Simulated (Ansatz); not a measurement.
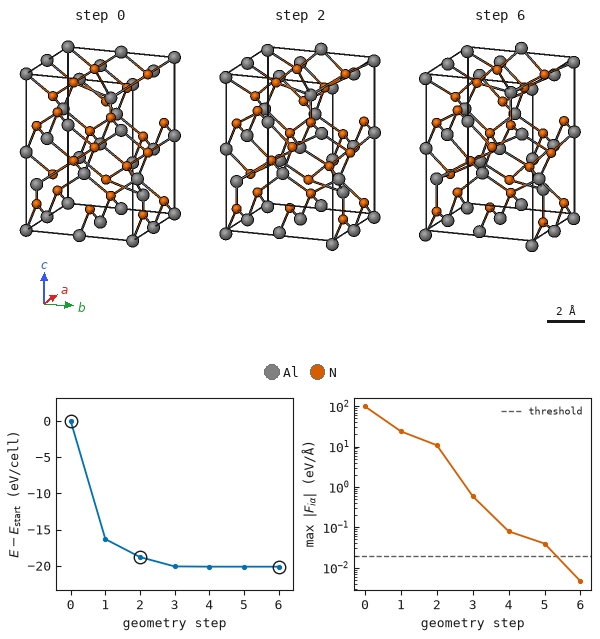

Frames of a relaxation of a defect cell of composition Al₇N₈ (started half-way along a vacancy jump, in the symmetry of that start), marked on the history of the run. Style: ball-and-stick. Shown: the conventional cell (2 times the calculation's cell), from a free direction. Lengths and directions refer to the drawn axes.

Method: DFT PBE, scalar-relativistic, plane waves, PAW (Ansatz).

Input
```yaml
crystal:
  lattice:
    - [-4.4031742003, 0.0, 4.4031742003]
    - [-4.4031742003, -4.4031742003, 0.0]
    - [0.0, -4.4031742003, 4.4031742003]
  atoms:
    - { symbol: Al, position: [0.0, -0.25, 0.5] }
    - { symbol: Al, position: [0.0, 0.5, 0.0] }
    - { symbol: Al, position: [0.0, 0.0, 0.0] }
    - { symbol: Al, position: [0.5, 0.5, 0.5] }
    - { symbol: Al, position: [0.5, 0.0, 0.5] }
    - { symbol: Al, position: [0.5, 0.5, 0.0] }
    - { symbol: Al, position: [0.5, 0.0, 0.0] }
    - { symbol: "N", position: [0.375, 0.375, 0.375] }
    - { symbol: "N", position: [0.375, 0.875, 0.375] }
    - { symbol: "N", position: [0.375, 0.375, 0.875] }
    - { symbol: "N", position: [0.375, 0.875, 0.875] }
    - { symbol: "N", position: [0.875, 0.375, 0.375] }
    - { symbol: "N", position: [0.875, 0.875, 0.375] }
    - { symbol: "N", position: [0.875, 0.375, 0.875] }
    - { symbol: "N", position: [0.875, 0.875, 0.875] }
basis:
  ecutwfc: 420
kpoints:
  mp_grid: { grid: [4, 4, 4] }
hamiltonian:
  xc: pbe
scf:
  occupations: { method: gaussian, width: 0.05 }
output:
  forces: true
  stress: true
  eigenvalues: true
relax:
  adjacent_minimum: "off"
  f_tol: 0.02
  max_steps: 60
  escape_saddle: false
```

Run as
```bash
ansatz run input.yaml --threads 4 --pin off --max-ram 9216MiB --backend cpu --events-out ev --progress --plain --runs-dir out
```

Q: What happens along the run?

A: N13 moves most: 0.43 Å along −c. By element the largest moves are N 0.43 Å, Al 0.32 Å. The cell stays as it was. Near-neighbour distances that change, for instance: Al1–N13 1.101 → 1.847 Å, Al1–N14 2.461 → 2.183 Å, Al2–N12 1.907 → 1.831 Å, Al3–N14 1.907 → 1.938 Å. Bond angles that change, for instance: N8–Al4–N9 109.5° → 92.2°, N8–Al5–N9 109.5° → 126.6°, Al3–N13–Al5 109.5° → 122.5°. Over 6 geometry steps the energy falls by 20.108 eV per cell of the calculation. Largest force component: 99 eV/Å at the start, 0.0046 eV/Å at the end. The run took 15 s on 4 threads of Intel(R) Xeon(R) Platinum 8488C (Sapphire Rapids), on a shared host, peak memory 0.61 GiB. From step 0 to 2: N13 moves most (0.27 Å), energy −18.783 eV per cell of the calculation. From step 2 to 6: N13 moves most (0.16 Å), energy −1.326 eV per cell of the calculation.

Limits of the set-up: the cell has an odd number of electrons but was run without spin polarisation; the periodic images lie only 6.2 Å apart, so the values are limited by the cell's size.
